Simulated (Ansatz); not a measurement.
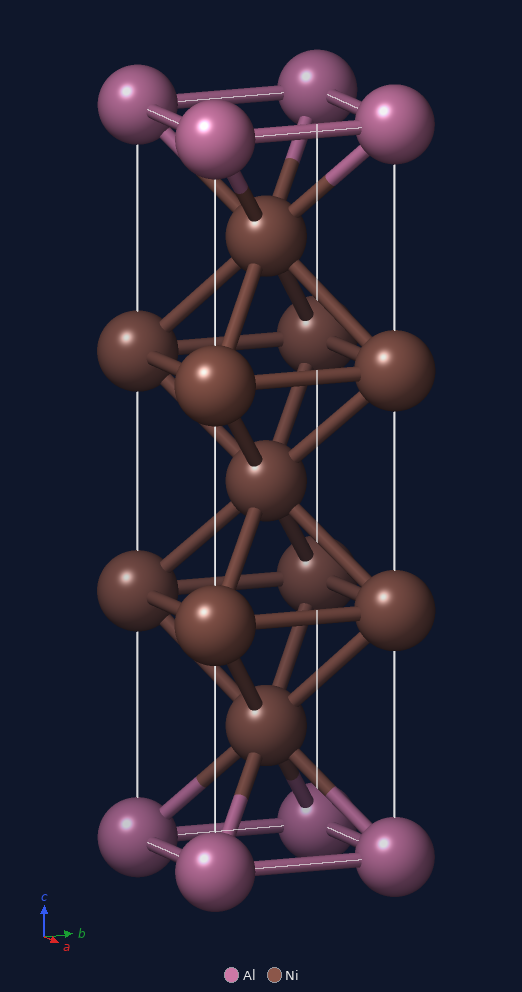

View slightly off an axis, drawn as a ball-and-stick model. Atoms at the boundary of the conventional unit cell (the box) are drawn once for each face, edge or corner they touch. Cell: a = 2.61 Å, b = 2.61 Å, c = 9.96 Å, α = 90.00°, β = 90.00°, γ = 90.00°.

The structure was taken from a structure type filled with these elements by a generator (whether the compound takes this form wasn't checked). Earlier steps of the study may have refined or changed the cell and positions. It was run through Ansatz as a DFT input.

Give a description of the structure.

The material is AlNi$_{5}$. The atoms follow space group P4/mmm (No. 123); the Bravais lattice is primitive tetragonal. The cell has 6 atoms, namely 1 Al, 5 Ni. About every Al there are eight Ni and four Al in a cuboctahedral arrangement (about 2.5 Å to Ni, 2.6 Å to Al). Ni takes three kinds of site: 2h with eight Ni and four Al in a cuboctahedral arrangement (about 2.5 to 2.6 Å to Ni, 2.5 Å to Al); 2g with twelve Ni in a cuboctahedral arrangement at about 2.5 to 2.6 Å; 1d with twelve Ni in a cuboctahedral arrangement at about 2.5 to 2.6 Å. The bonds build a three-dimensional framework.

Setup: DFT PBE, scalar-relativistic, plane waves, PAW (Ansatz); a kinetic-energy cutoff of 420 eV, the zone sampled with 14×14×4 points, Gaussian smearing of 0.1 eV, collinear spins.

Which atoms carry magnetic moments in this run, and how do they order?

The state reached is ferromagnetic. Sizes: Ni 0.6 to 0.7 μB; net moment 2.0 μB in the run's cell of 6 atoms.

What is the band gap, if any?

A metal: bands cross the Fermi level.

What are the atomic charges by Bader's partition?

Al +1.75 e; Ni -0.88 to +0.01 e.

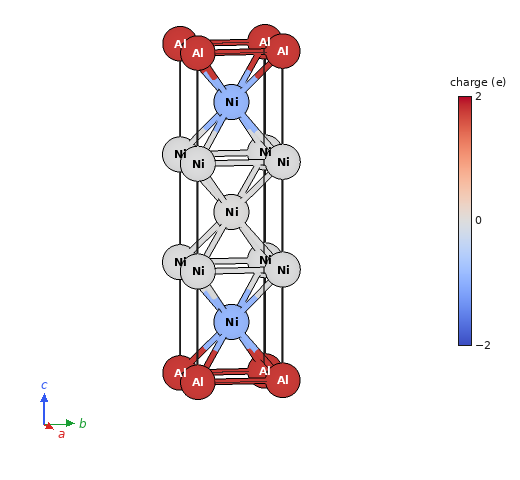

The atoms coloured by those charges. The run's cell of 6 atoms is drawn.

Is the structure in equilibrium?

Yes. All forces vanish to within 0.01 eV/Å. The pressure is 0.0 GPa, close to zero.
